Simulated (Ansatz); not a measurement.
## Si$_{3}$C: single-point calculation

The run: single-point calculation of Si$_{3}$C (P-4m2, 4 atoms in the cell). Method and program: DFT, PBE, plane waves, PAW, no spin polarisation (Ansatz 0.2.0).

The structure was built on a prototype by a generator. The geometry comes from this level: r2SCAN. It belongs to a series of runs on one base structure; here: scf.convergence.dr2_threshold = 1e-12. Figures and captions count atoms from 1; the log counts them from 0 in places.

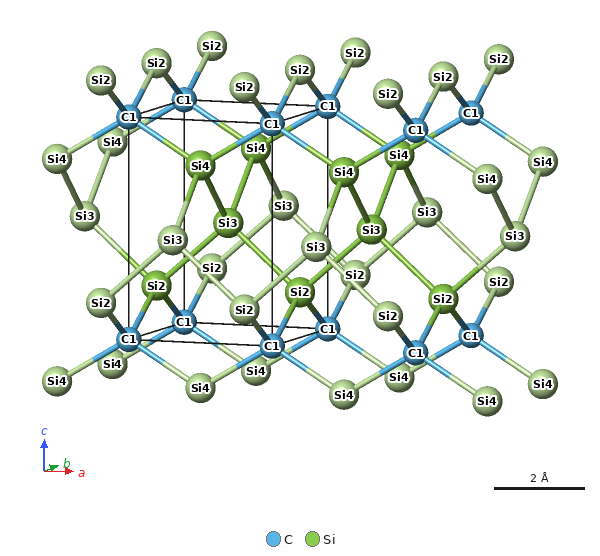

**Figure 1.** The structure (ball-and-stick view of the cell of the calculation, repeated 2 × 1 × 1, seen slightly off an axis; neighbours outside the cell are drawn fainter; atoms are numbered from 1 in the order of the input). Near neighbours in the crystal (not all of them lie inside the picture): C has 4 Si at 1.99 Å; Si has 2 C at 1.99 Å and 2 Si at 2.27 Å; Si has 4 Si at 2.27 Å.

Results in brief:

- outcome: converged
- space group (tolerance 0.01 Å): P-4m2 (115)
- electrons treated: 16
- free energy: −2157.2430 eV
- Fermi energy: 8.481 eV
- band gap: none (metallic)
- pressure: 1.66 GPa
- largest force (length of the vector): 0.281 eV/Å
- hardware: 4 threads of an Arm (aarch64) CPU, shared host
- wall time: 1.5 s (CPU time 5 s)
- peak memory: 0.33 GiB

Settings chosen away from the usual ones: scf.convergence.dr2_threshold = 1e-12.

Input:
```yaml
crystal:
  lattice:
    - [3.4318102017, 0.0, 0.0]
    - [0.0, 3.4318102017, 0.0]
    - [0.0, 0.0, 5.0004336163]
  atoms:
    - { symbol: C, position: [0.0, 0.0, 0.0] }
    - { symbol: Si, position: [0.0, 0.5, 0.2031984776] }
    - { symbol: Si, position: [0.5, 0.5, 0.5] }
    - { symbol: Si, position: [0.5, 0.0, 0.7968015224] }
kpoints:
  mp_grid: { grid: [6, 6, 4] }
hamiltonian:
  xc: pbe
scf:
  occupations: { method: fermi_dirac, width: 0.02 }
  n_extra_bands: 5
  convergence: { dr2_threshold: 1.0e-12 }
  max_iter: 66
output:
  forces: true
  stress: true
  eigenvalues: true
```

Launch command:
```bash
ansatz run input.yaml --threads 4 --pin off --max-ram 3686MiB --backend cpu --events-out ev --progress --plain --runs-dir out
```

Log:
```
scf.n_extra_bands = 5 over 8 filled bands (N_el = 16.0): the run solves 13 bands
Engine: ansatz 0.2.0, aarch64-unknown-linux-gnu
Pseudopotentials: kind: paw
Pseudopotential: C, paw, valence charge 4, recommended cutoff 420 eV (normal), C.paw.azcp
Pseudopotential: Si, paw, valence charge 4, recommended cutoff 420 eV (normal), Si.paw.azcp
Functional definition: PBE
  parameter kappa = 0.804
  parameter beta = 0.06672455060314922
  exchange = pbe_x(kappa = kappa, mu = beta*pi^2/3)
  correlation = pbe_c(beta = beta)
Crystal: 4 atoms, lattice volume = 58.892 Å³
Basis set: ecut = 420 eV, 1141 PW (Γ), exchange–correlation on 48×48×72 points (8 copies of the dense FFT grid, shifted against one another)
Bands: 13, of which v1, the nominal top of the filled ones, is band 8 counted from 1 (7 counted from 0)
Symmetry: 8 space group operations
Space group: P-4m2 (ITA 115), of the structure as read, at distance tolerance 3.9e-5 Å
k-points: 30 of 144 (time reversal used)
Non-local potential: C, projectors of the file, l = 0: 2, l = 1: 2, l = 2: 1
Non-local potential: Si, projectors of the file, l = 0: 2, l = 1: 2, l = 2: 2
PAW form: soft (Blöchl's): semilocal exchange-correlation on the pseudo side does not see the compensation charge
PAW one-centre angular grid: C, 110 points (default); XC on 64 Gauss nodes
PAW one-centre angular grid: Si, 110 points (default); XC on 64 Gauss nodes
Initial density: superposition of atomic densities (neutral atoms: chi_scale 0, normalization atom), corrected by the library's trained network
Initial wavefunctions: pseudopotential atomic-orbital guess
Functional: x = pbe(κ = 0.804, μ = 0.2195149727645171), c = pbe(β = 0.06672455060314922)
SCF iter   1: F=—  HF=-2157.251510 eV  |F-HF|=—  |Δ(HF+E_count)|=         —  Δρ=5.35e-3  dr2=4.17e-2  ethr=1.77e-3  ⟨swp⟩=6.8  Hψ=2847  notcnv=0
preconditioner: auto → none  [insulator: Δε(μ)=0.146 eV  Ē_g=9.656 eV  σ=0.020 eV  W_gap=0.73  n_scr=6 (ndim 8)  ℏωp=19.4 eV  f_vac=0.000  D(μ)=1.06/eV (n_scr^D=2)  ε∞_Penn≈5.0]
SCF iter   2: F=—  HF=-2157.243089 eV  |F-HF|=—  |Δ(HF+E_count)|=   8.42e-3  Δρ=1.26e-3  dr2=1.10e-3  ethr=2.61e-4  ⟨swp⟩=2.3  Hψ=740  notcnv=0  defer=23
SCF iter   3: F=—  HF=-2157.242969 eV  |F-HF|=—  |Δ(HF+E_count)|=   1.21e-4  Δρ=5.02e-4  dr2=1.26e-4  ethr=6.89e-6  ⟨swp⟩=2.5  Hψ=588  notcnv=0  defer=23
SCF iter   4: F=—  HF=-2157.243007 eV  |F-HF|=—  |Δ(HF+E_count)|=   3.77e-5  Δρ=1.33e-4  dr2=6.35e-6  ethr=7.90e-7  ⟨swp⟩=2.7  Hψ=614  notcnv=0  defer=23
SCF iter   5: F=—  HF=-2157.243000 eV  |F-HF|=—  |Δ(HF+E_count)|=   6.46e-6  Δρ=1.77e-5  dr2=1.21e-7  ethr=3.97e-8  ⟨swp⟩=2.9  Hψ=637  notcnv=0  defer=23
SCF iter   6: F=—  HF=-2157.243000 eV  |F-HF|=—  |Δ(HF+E_count)|=   2.21e-7  Δρ=2.37e-6  dr2=2.36e-9  ethr=7.59e-10  ⟨swp⟩=2.0  Hψ=601  notcnv=0  defer=23
SCF iter   7: F=—  HF=-2157.243000 eV  |F-HF|=—  |Δ(HF+E_count)|=   2.55e-9  Δρ=2.29e-7  dr2=3.70e-11  ethr=1.48e-11  ⟨swp⟩=2.0  Hψ=607  notcnv=0  defer=23
SCF iter   8: F=-2157.243000 eV  HF=-2157.243000 eV  |F-HF|=0.00e0  |Δ(HF+E_count)|=  1.50e-11  Δρ=4.35e-8  dr2=8.30e-13  ethr=1.00e-12  ⟨swp⟩=7.5  Hψ=2190  notcnv=0
SCF 1 converged in 8 iterations: F = -2157.243000 eV  dr2 = 8.30e-13
  greatest PAW one-centre occupation: 0.647 electrons in one spin orbital (limit 2), on the Si atom at site 2 (counted from 0), in its partial waves of l = 0
SCF converged after 8 iterations
Free energy (F): -2157.243000 eV
Harris-Foulkes:  -2157.243000 eV  (|F-HF|=0.00e0)
Internal energy: -2157.242103 eV  (E = F + TS)
E sigma→0 (E₀):  -2157.242552 eV
Entropy (-TS):   -0.000897 eV (-0.224 meV/atom)
Fermi energy:    8.480872 eV
--- Per-component energies (eV) ---
  E_band       = 35.124795
  E_kinetic    = 212.737091
  E_local      = -175.517086  (includes V_loc(G=0)·N_el)
  E_nonlocal   = 104.066120
  E_hartree    = 54.590929
  E_xc         = -214.919433
  E_vxc        = -201.612387  (∫ρ·V_xc dr)
  E_paw        = -1637.383943  (= ΣΔE_a)
  E_vpaw       = -13.730818  (= ΣTr[D̂ρ^β])
  E_aug_tail   = 0.000026  (compensation charges beyond the density's cutoff)
  E_ewald      = -500.815807
  E_smearing   = -0.000897  (= −TS)
  E_closure    = -0.000000  (closes the sum)
  Σ components = -2157.243000   (vs F -2157.243000, Δ=0.00e0)
--- Forces (eV/Å), atoms counted from 1 ---
  atom   1  C     -0.00000000     0.00000000     0.00000000
  atom   2  Si     0.00000000    -0.00000000    -0.28139008
  atom   3  Si    -0.00000000     0.00000000     0.00000000
  atom   4  Si     0.00000000    -0.00000000     0.28139008
  max |Σ_I F_I| component: 2.08e-16 eV/Å
--- Stress (GPa, compression-positive) ---
        1.517702       0.000000       0.000000
        0.000000       1.517702       0.000000
        0.000000       0.000000       1.935650
  P = ⅓ Tr σ = 1.6570 GPa (16.570 kbar)
--- Band table (eV; the first three rows and the last of 30) ---
  k-point 0: bands = ["-6.2633", "-1.2455", "-0.1602", "4.0737", "4.0737", "7.5948", "7.6419", "8.6120", "8.6120", "9.6639", "11.8034", "11.8034", "11.8215"]
  k-point 1: bands = ["-6.0643", "-2.6215", "1.6281", "4.1823", "4.1823", "6.2888", "8.0132", "8.0132", "8.3531", "10.0550", "11.1625", "12.7629", "12.7629"]
  k-point 2: bands = ["-5.7959", "-3.4381", "3.4042", "4.3074", "4.3074", "4.7725", "7.5357", "7.5357", "8.9850", "9.8480", "11.9959", "12.0656", "13.8090"]
  k-point 29: bands = ["-3.1518", "0.0460", "0.0460", "0.8919", "3.2391", "3.4527", "3.4527", "3.5579", "11.6113", "12.5397", "12.5397", "12.5857", "13.9984"]
```

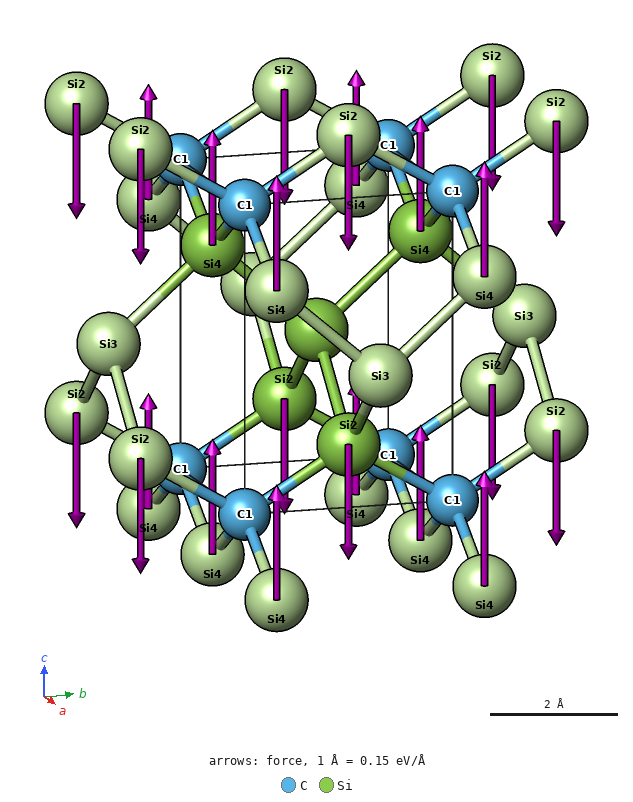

**Figure 2.** Forces on the atoms as pink arrows (ball-and-stick view of the cell of the calculation, seen slightly off an axis; neighbours outside the cell are drawn fainter; atoms are numbered from 1 in the order of the input). The largest act on Si2, Si4 (0.28 eV/Å). The geometry is not a stationary point of this energy.
